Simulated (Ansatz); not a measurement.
# A series of single points on AlNi

System: AlNi (Pm-3m, 2 atoms in the cell).
Method: DFT PBE, scalar-relativistic, plane waves, PAW, no spin polarisation (Ansatz 0.2.0).

The 5 runs differ only in the geometry, by an even scaling of the cell at fixed fractional positions. The structure derives from an entry of the Crystallography Open Database.

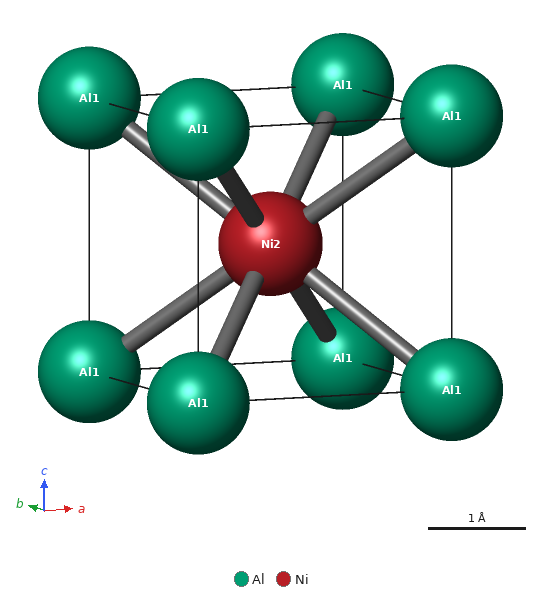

Figure 1. The structure of run 3 (ball-and-stick view of the cell of the calculation, seen slightly off an axis; atoms are numbered from 1 in the order of the input).

**Input of run 3**
```yaml
crystal:
  lattice:
    - [2.8638584698, 0.0, 0.0]
    - [0.0, 2.8638584698, 0.0]
    - [0.0, 0.0, 2.8638584698]
  atoms:
    - { symbol: Al, position: [0.0, 0.0, 0.0] }
    - { symbol: Ni, position: [0.5, 0.5, 0.5] }
basis:
  ecutwfc: 420
kpoints:
  mp_grid: { grid: [14, 14, 14] }
hamiltonian:
  xc: pbe
scf:
  occupations: { method: gaussian, width: 0.1 }
output:
  forces: true
  stress: true
  eigenvalues: true
```

Command:
```bash
ansatz run input.yaml --threads 1 --pin off --max-ram 2560MiB --backend cpu --events-out ev --progress --plain --runs-dir out
```

Lattice vectors (Å) and fractional positions of run 3:
```
   2.863858    0.000000    0.000000
   0.000000    2.863858    0.000000
   0.000000    0.000000    2.863858
Al  0.000000  0.000000  0.000000
Ni  0.500000  0.500000  0.500000
```

Run 2 differs from it as follows:
```diff
-    - [2.8638584698, 0.0, 0.0]
-    - [0.0, 2.8638584698, 0.0]
-    - [0.0, 0.0, 2.8638584698]
+    - [2.8035486981, 0.0, 0.0]
+    - [0.0, 2.8035486981, 0.0]
+    - [0.0, 0.0, 2.8035486981]
```

**Results, with one run withheld**

```tsv
run	volume per atom (Å³)	free energy per atom, from the lowest run given (meV)	pressure (GPa)
1	10.655	103.85	26.90
2	11.018	?	?
3	11.744	0.67	5.21
4	12.471	0.00	−4.40
5	12.834	14.35	−8.16
```

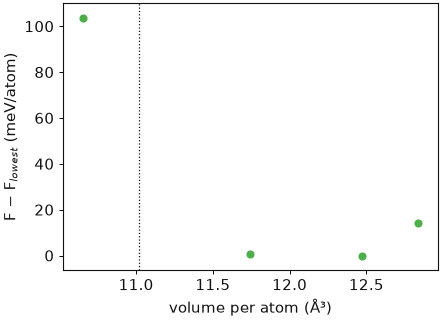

Figure 2. Free energy per atom of the runs given; the dotted line marks run 2.

Estimate the energy of run 2 from the others.

A quadratic polynomial in V^(−2/3) (the Birch–Murnaghan form), fitted to the 4 runs given, misses them by at most 0.12 meV per atom. With x = V^(−2/3) − 0.19211 Å⁻², it reads F = −2.8063 + 1909.7 x + 3.81e+05 x² (meV per atom). At run 2 it gives 52.97 meV per atom, and the run itself gives 52.70. The slope of the fit gives a pressure −dF/dV of 18.43 GPa there, and the run prints 18.46 GPa. The fit has its minimum at 12.112 Å³ per atom, where V d²F/dV² gives 161 GPa: the bulk modulus at this level, since symmetry fixes the shape and the positions.

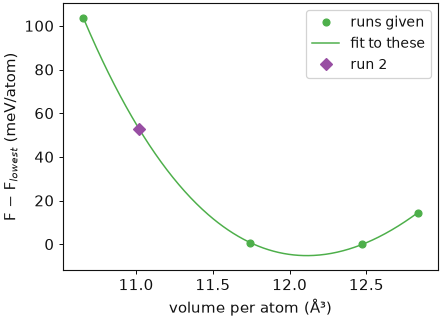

Figure 3. The fit and the withheld run.

**Output, shortened to warnings, some set-up lines, iterations and results (run 2)**
```
Basis set: ecut = 420 eV, 437 PW (Γ), exchange–correlation on 40×40×40 points (8 copies of the dense FFT grid, shifted against one another)
Symmetry: 48 space group operations
k-points: 120 of 2744
Initial density: superposition of atomic densities (neutral atoms: chi_scale 0, normalization atom), corrected by the library's trained network
[...]
SCF iter   1: F=—  HF=-6378.416142 eV  |F-HF|=—  |Δ(HF+E_count)|=         —  Δρ=5.36e-3  dr2=3.50e-3  ethr=1.77e-3  ⟨swp⟩=4.8  Hψ=8228  notcnv=0
SCF iter   2: F=—  HF=-6378.415908 eV  |F-HF|=—  |Δ(HF+E_count)|=   2.34e-4  Δρ=2.85e-3  dr2=1.17e-3  ethr=1.67e-5  ⟨swp⟩=1.1  Hψ=2789  notcnv=0
SCF iter   3: F=—  HF=-6378.415767 eV  |F-HF|=—  |Δ(HF+E_count)|=   1.41e-4  Δρ=3.83e-4  dr2=2.21e-5  ethr=5.56e-6  ⟨swp⟩=1.1  Hψ=1765  notcnv=0  defer=6
SCF iter   4: F=—  HF=-6378.415877 eV  |F-HF|=—  |Δ(HF+E_count)|=   1.10e-4  Δρ=1.14e-4  dr2=1.08e-6  ethr=1.05e-7  ⟨swp⟩=2.2  Hψ=2772  notcnv=0  defer=7
SCF iter   5: F=-6378.415877 eV  HF=-6378.415877 eV  |F-HF|=3.39e-9  |Δ(HF+E_count)|=   1.30e-8  Δρ=1.04e-5  dr2=2.30e-9  ethr=5.14e-9  ⟨swp⟩=2.4  Hψ=2526  notcnv=0  defer=7
SCF iter   6: F=-6378.415877 eV  HF=-6378.415877 eV  |F-HF|=4.55e-11  |Δ(HF+E_count)|=   4.02e-9  Δρ=1.86e-6  dr2=1.02e-10  ethr=1.10e-11  ⟨swp⟩=3.2  Hψ=6161  notcnv=0
SCF 1 converged in 6 iterations: F = -6378.415877 eV  dr2 = 1.02e-10
SCF converged after 6 iterations
Free energy (F): -6378.415877 eV
Harris-Foulkes:  -6378.415877 eV  (|F-HF|=4.55e-11)
Internal energy: -6378.410923 eV  (E = F + TS)
E sigma→0 (E₀):  -6378.413400 eV
Entropy (-TS):   -0.004954 eV (-2.477 meV/atom)
Fermi energy:    15.414693 eV
--- Per-component energies (eV) ---
  E_band       = -310.968497
  E_kinetic    = 314.323323
  E_local      = -4331.016810  (includes V_loc(G=0)·N_el)
  E_nonlocal   = 647.329543
  E_hartree    = 1867.426572
  E_xc         = -127.765190
  E_vxc        = -142.594232  (∫ρ·V_xc dr)
  E_paw        = -2099.884951  (= ΣΔE_a)
  E_vpaw       = -533.864489  (= ΣTr[D̂ρ^β])
  E_aug_tail   = 0.000568  (compensation charges beyond the density's cutoff)
  E_ewald      = -2648.823978
  E_smearing   = -0.004954  (= −TS)
  E_closure    = -0.000000  (closes the sum)
  Σ components = -6378.415877   (vs F -6378.415877, Δ=0.00e0)
--- Forces (eV/Å), atoms counted from 1 ---
  atom   1  Al    -0.00000000     0.00000000     0.00000000
  atom   2  Ni     0.00000000    -0.00000000     0.00000000
  max |Σ_I F_I| component: 1.53e-29 eV/Å
--- Stress (GPa, compression-positive) ---
       18.461823       0.000000       0.000000
        0.000000      18.461823       0.000000
        0.000000       0.000000      18.461823
  P = ⅓ Tr σ = 18.4618 GPa (184.618 kbar)
```

Notes: The run has no spin polarisation, so a magnetic state may lie lower.
